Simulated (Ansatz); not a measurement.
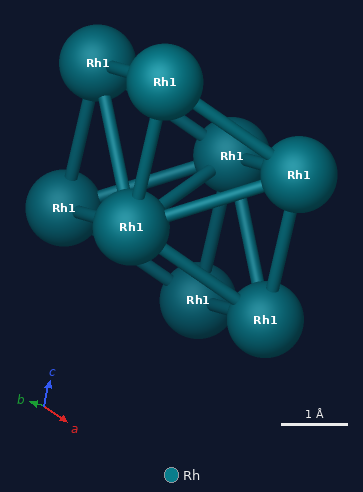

Fig. 1: The structure as given in the input (ball-and-stick view of the reduced cell, seen slightly off an axis; atoms are numbered from 1 in the order of the input). An atom can appear more than once, as a periodic image. Near neighbours in the periodic cell (some may lie outside the picture): Rh has 12 Rh at 2.69 to 2.73 Å.

# What a change does: single-point calculation on Rh

System: Rh (I4/mmm, 1 atom in the cell).
Method of the first run: DFT r2SCAN, scalar-relativistic, plane waves, PAW, no spin polarisation (Ansatz 0.2.0).

The structure derives from an entry of the Crystallography Open Database. Text and figures count atoms from 1; the logs count them from 0 in places.

## Input file, the first run
```yaml
crystal:
  lattice:
    - [0.0, 1.90155, 1.9585965]
    - [1.90155, 0.0, 1.9585965]
    - [1.90155, 1.90155, 0.0]
  atoms:
    - { symbol: Rh, position: [0.0, 0.0, 0.0] }
basis:
  ecutwfc: 500
kpoints:
  mp_grid: { grid: [22, 22, 22] }
hamiltonian:
  xc: r2scan
scf:
  occupations: { method: gaussian, width: 0.15 }
output:
  forces: true
  stress: true
  eigenvalues: true
  write_density: true
  write_potential: true
  elf: true
  volumetric_format: npy
```

Command:
```bash
ansatz run input.yaml --threads 1 --pin off --max-ram 2560MiB --backend cpu --events-out ev --progress --plain --runs-dir out
```

Hardware: 1 thread of Intel Xeon @ 2.70GHz, 189 GiB of memory available, shared host.

## Output, shortened to warnings, some set-up lines, iterations and results (the first run)
```
Basis set: ecut = 500 eV, 339 PW (Γ), exchange–correlation on 80×80×80 points (64 copies of the dense FFT grid, shifted against one another)
Symmetry: 16 space group operations
k-points: 834 of 10648
Initial density: superposition of atomic densities (neutral atoms: chi_scale 0, normalization atom), corrected by the library's trained network
[...]
SCF iter   1: F=—  HF=-6415.252095 eV  |F-HF|=—  |Δ(HF+E_count)|=         —  Δρ=1.02e-2  dr2=3.95e-3  dr2_τ=8.89e-3  ethr=1.77e-3  ⟨swp⟩=5.1  Hψ=61146  notcnv=0
SCF iter   2: F=—  HF=-6415.262363 eV  |F-HF|=—  |Δ(HF+E_count)|=   1.03e-2  Δρ=5.55e-3  dr2=1.21e-3  dr2_τ=1.94e-4  ethr=2.33e-5  ⟨swp⟩=2.1  Hψ=22063  notcnv=0
SCF iter   3: F=—  HF=-6415.262750 eV  |F-HF|=—  |Δ(HF+E_count)|=   3.87e-4  Δρ=4.83e-4  dr2=1.92e-5  dr2_τ=7.87e-6  ethr=7.12e-6  ⟨swp⟩=2.7  Hψ=18372  notcnv=0
SCF iter   4: F=—  HF=-6415.262768 eV  |F-HF|=—  |Δ(HF+E_count)|=   1.83e-5  Δρ=1.63e-4  dr2=1.97e-6  dr2_τ=4.29e-7  ethr=1.13e-7  ⟨swp⟩=2.0  Hψ=15090  notcnv=0
SCF iter   5: F=—  HF=-6415.262769 eV  |F-HF|=—  |Δ(HF+E_count)|=   7.69e-7  Δρ=6.89e-5  dr2=4.15e-7  dr2_τ=4.95e-8  ethr=1.16e-8  ⟨swp⟩=2.6  Hψ=17528  notcnv=0
SCF iter   6: F=-6415.262770 eV  HF=-6415.262770 eV  |F-HF|=2.21e-8  |Δ(HF+E_count)|=   6.32e-7  Δρ=1.26e-5  dr2=1.48e-8  dr2_τ=9.66e-10  ethr=5.88e-10  ⟨swp⟩=9.2  Hψ=72463  …
SCF 1 converged in 6 iterations: F = -6415.262770 eV  dr2 = 1.48e-8
SCF converged after 6 iterations
Free energy (F): -6415.262770 eV
Harris-Foulkes:  -6415.262770 eV  (|F-HF|=2.21e-8)
Internal energy: -6415.247570 eV  (E = F + TS)
E sigma→0 (E₀):  -6415.255170 eV
Entropy (-TS):   -0.015200 eV (-15.200 meV/atom)
Fermi energy:    21.354760 eV
--- Per-component energies (eV) ---
  E_band       = -114.829024
  E_kinetic    = 572.148512
  E_local      = -1600.632749  (includes V_loc(G=0)·N_el)
  E_nonlocal   = 355.396046
  E_hartree    = 562.616619
  E_xc         = -216.395028
  E_vxc        = -313.508761  (∫ρ·V_xc dr)
  E_paw        = -3604.179958  (= ΣΔE_a)
  E_vpaw       = -274.689528  (= ΣTr[D̂ρ^β])
  E_aug_tail   = 0.000711  (compensation charges beyond the density's cutoff)
  E_vtau       = 21.219618  (kinetic-family band-sum trace: ∫τ·v_τ [+ j·A + Jᵃ·Aᵃ] dr)
  E_ewald      = -2483.831762
  E_core_change = -0.369959  (= ΣΔE_core)
  E_smearing   = -0.015200  (= −TS)
  E_closure    = -0.000000  (closes the sum)
  Σ components = -6415.262770   (vs F -6415.262770, Δ=0.00e0)
--- Forces (eV/Å), atoms counted from 1 ---
  atom   1  Rh    -0.00000000     0.00000000    -0.00000000
  max |Σ_I F_I| component: 4.93e-32 eV/Å
--- Stress (GPa, compression-positive) ---
       -5.877225       0.000000       0.000000
        0.000000      -5.877225       0.000000
        0.000000       0.000000     -12.612027
  P = ⅓ Tr σ = -8.1222 GPa (-81.222 kbar)
```

For the second run the input was changed thus:
```diff
-    - [0.0, 1.90155, 1.9585965]
-    - [1.90155, 0.0, 1.9585965]
+    - [0.0, 1.90155, 1.87302675]
+    - [1.90155, 0.0, 1.87302675]
```

Predict how the results change.

With the same functional and potentials, the second run lies 14.0 meV per atom lower. The pressure goes from −8.12 to 3.78 GPa. The volume per atom goes from 14.16 to 13.55 Å³. The number of SCF iterations is the same. The plane waves at Γ go from 339 to 331.

## Output, shortened to warnings, some set-up lines, iterations and results (the second run)
```
Basis set: ecut = 500 eV, 331 PW (Γ), exchange–correlation on 80×80×80 points (64 copies of the dense FFT grid, shifted against one another)
Symmetry: 16 space group operations
k-points: 834 of 10648
Initial density: superposition of atomic densities (neutral atoms: chi_scale 0, normalization atom), corrected by the library's trained network
[...]
SCF iter   1: F=—  HF=-6415.264963 eV  |F-HF|=—  |Δ(HF+E_count)|=         —  Δρ=1.03e-2  dr2=3.92e-3  dr2_τ=1.03e-2  ethr=1.77e-3  ⟨swp⟩=5.0  Hψ=61038  notcnv=0
SCF iter   2: F=—  HF=-6415.276434 eV  |F-HF|=—  |Δ(HF+E_count)|=   1.15e-2  Δρ=5.54e-3  dr2=1.24e-3  dr2_τ=1.93e-4  ethr=2.30e-5  ⟨swp⟩=2.1  Hψ=22210  notcnv=0
SCF iter   3: F=—  HF=-6415.276752 eV  |F-HF|=—  |Δ(HF+E_count)|=   3.18e-4  Δρ=8.32e-4  dr2=8.80e-5  dr2_τ=1.04e-5  ethr=7.31e-6  ⟨swp⟩=2.6  Hψ=16852  notcnv=0
SCF iter   4: F=—  HF=-6415.276753 eV  |F-HF|=—  |Δ(HF+E_count)|=   1.46e-6  Δρ=2.81e-4  dr2=4.99e-6  dr2_τ=2.34e-6  ethr=5.18e-7  ⟨swp⟩=2.4  Hψ=15896  notcnv=0
SCF iter   5: F=—  HF=-6415.276755 eV  |F-HF|=—  |Δ(HF+E_count)|=   1.63e-6  Δρ=8.51e-5  dr2=4.79e-7  dr2_τ=7.81e-8  ethr=2.94e-8  ⟨swp⟩=2.8  Hψ=18820  notcnv=0
SCF iter   6: F=-6415.276756 eV  HF=-6415.276756 eV  |F-HF|=5.19e-9  |Δ(HF+E_count)|=   1.01e-6  Δρ=8.45e-6  dr2=2.74e-9  dr2_τ=2.55e-9  ethr=5.88e-10  ⟨swp⟩=10.0  Hψ=75478  …
SCF 1 converged in 6 iterations: F = -6415.276756 eV  dr2 = 2.74e-9
SCF converged after 6 iterations
Free energy (F): -6415.276756 eV
Harris-Foulkes:  -6415.276756 eV  (|F-HF|=5.19e-9)
Internal energy: -6415.262578 eV  (E = F + TS)
E sigma→0 (E₀):  -6415.269667 eV
Entropy (-TS):   -0.014178 eV (-14.178 meV/atom)
Fermi energy:    22.629793 eV
--- Per-component energies (eV) ---
  E_band       = -96.121181
  E_kinetic    = 573.697750
  E_local      = -1545.861252  (includes V_loc(G=0)·N_el)
  E_nonlocal   = 355.338572
  E_hartree    = 544.312422
  E_xc         = -217.028643
  E_vxc        = -314.452475  (∫ρ·V_xc dr)
  E_paw        = -3604.225189  (= ΣΔE_a)
  E_vpaw       = -274.736086  (= ΣTr[D̂ρ^β])
  E_aug_tail   = 0.000651  (compensation charges beyond the density's cutoff)
  E_vtau       = 21.266748  (kinetic-family band-sum trace: ∫τ·v_τ [+ j·A + Jᵃ·Aᵃ] dr)
  E_ewald      = -2521.126929
  E_core_change = -0.369959  (= ΣΔE_core)
  E_smearing   = -0.014178  (= −TS)
  E_closure    = 0.000000  (closes the sum)
  Σ components = -6415.276756   (vs F -6415.276756, Δ=0.00e0)
--- Forces (eV/Å), atoms counted from 1 ---
  atom   1  Rh     0.00000000     0.00000000     0.00000000
  max |Σ_I F_I| component: 1.23e-32 eV/Å
--- Stress (GPa, compression-positive) ---
        2.514552       0.000000       0.000000
        0.000000       2.514552       0.000000
        0.000000       0.000000       6.311057
  P = ⅓ Tr σ = 3.7801 GPa (37.801 kbar)
```

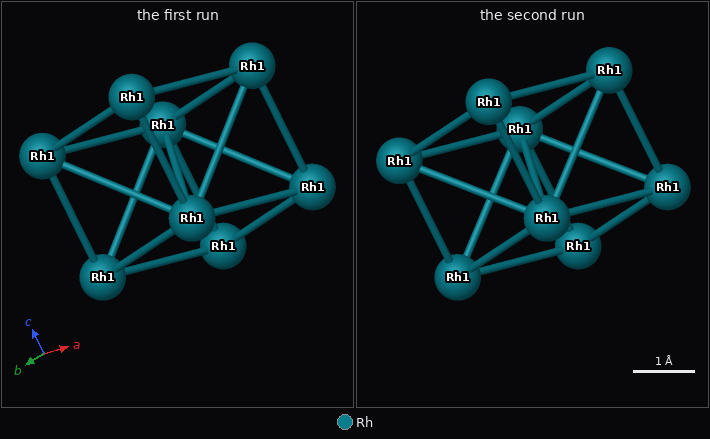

Fig. 2: The two input geometries at one scale (ball-and-stick view of the reduced cell, seen at an oblique angle). The atoms keep their places relative to the cell (all moves are under 0.005 Å). Cell: a = b stay at 2.689 Å, c 2.730 → 2.669 Å (−2.2 %), α 119.5° → 120.2°, β 119.5° → 120.2°. Volume −4.4 %. Among the contacts that change: Rh1–Rh1 2.730 → 2.669 Å.

## The two runs side by side

| quantity | the first run | the second run |
| --- | --- | --- |
| outcome | converged | converged |
| free energy per atom (eV) | −6415.2628 | −6415.2768 |
| energy per atom, smearing taken to zero (eV) | −6415.2552 | −6415.2697 |
| gap on the mesh (eV) | 0.00 | 0.00 |
| pressure (GPa) | −8.12 | 3.78 |
| volume per atom (Å³) | 14.16 | 13.55 |
| largest force (eV/Å) | 0.000 | 0.000 |
| SCF iterations | 6 | 6 |
| irreducible k-points | 834 | 834 |
| plane waves at Γ | 339 | 331 |
| wall time (shared host) | 20 s | 18 s |
